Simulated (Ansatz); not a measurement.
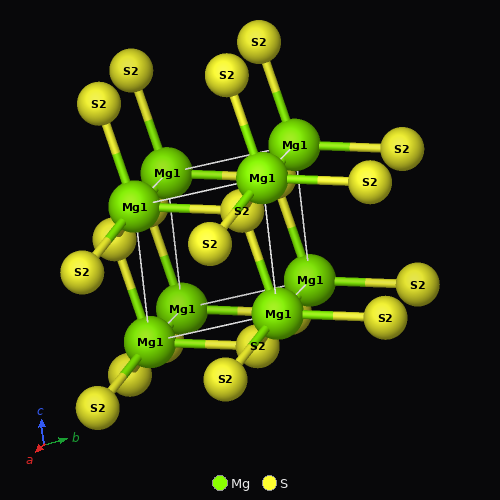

The system is MgS (F-43m, No. 216; 2 atoms in the cell); the picture shows the reference structure. 
- The cell is strained homogeneously, by one strain along x and y and another along z, with fractional coordinates fixed (x, y and z along the cube axes).
- First axis: strain along x and y. Second axis: strain along z.
- The scan uses a 5 × 5 grid. At 4 points there is no value.
- Energies: meV/atom, counted from the unstrained cell.
- The reference cell is the one listed in the database, not relaxed at this level.
- The calculation used DFT LDA, scalar-relativistic, plane waves, PAW (Ansatz 0.2.0). Settings: cutoff 420 eV, k-mesh 8×8×8, gaussian smearing 0.05 eV, no spin polarisation.

Its coordinates:

```yaml
crystal:
  lattice:
    - [0.00000, 2.83312, 2.83312]
    - [2.83312, 0.00000, 2.83312]
    - [2.83312, 2.83312, 0.00000]
  atoms:
    - { symbol: Mg, position: [0.00000, 0.00000, 0.00000] }
    - { symbol: S, position: [0.75000, 0.75000, 0.75000] }
```

Range: strain along x and y from −3.0 to 3.0 %; strain along z from −3.0 to 3.0 %.

Question: What will the energy surface look like?

Answer: The lowest grid point is at strain along x and y = −1.5 %, strain along z = 0.0 %, −5.6 meV/atom from the unstrained cell. The smooth surface has its minimum beside a grid point that was not computed. The energy also falls towards the edge at strain along x and y = 0.0 %, strain along z = −3.0 % (0.6 meV/atom above the lowest), where a further well may lie outside the range. The highest grid point, strain along x and y = 3.0 %, strain along z = 3.0 %, lies 61.8 meV/atom above the lowest. The gap on the k-mesh is 3.3 eV at the lowest point and runs from 2.8 to 3.6 eV over the map.

```tsv
strain along z ↓, strain along x and y →	−3.0	−1.5	0.0	1.5	3.0
3.0	−2.0	2.1	13.6	31.8	56.2
1.5	−3.8	–	5.7	–	43.5
0.0	−3.1	−5.6	0.0	12.9	32.5
−1.5	0.1	–	−3.6	–	23.2
−3.0	6.0	−3.8	−5.0	1.8	15.8
```

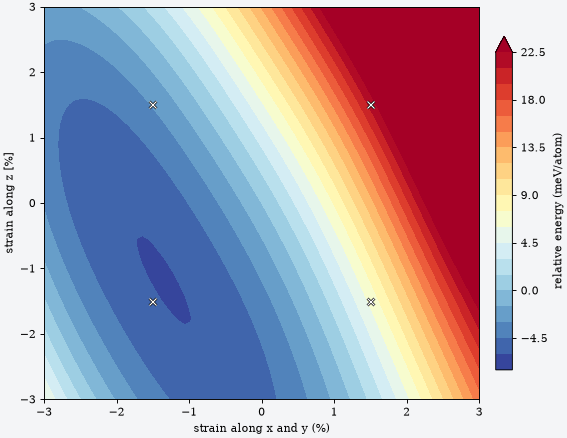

Drawn: filled contours, crosses at grid points without a value, one colour for all values above the top of the scale. Between grid points the surface is interpolated.
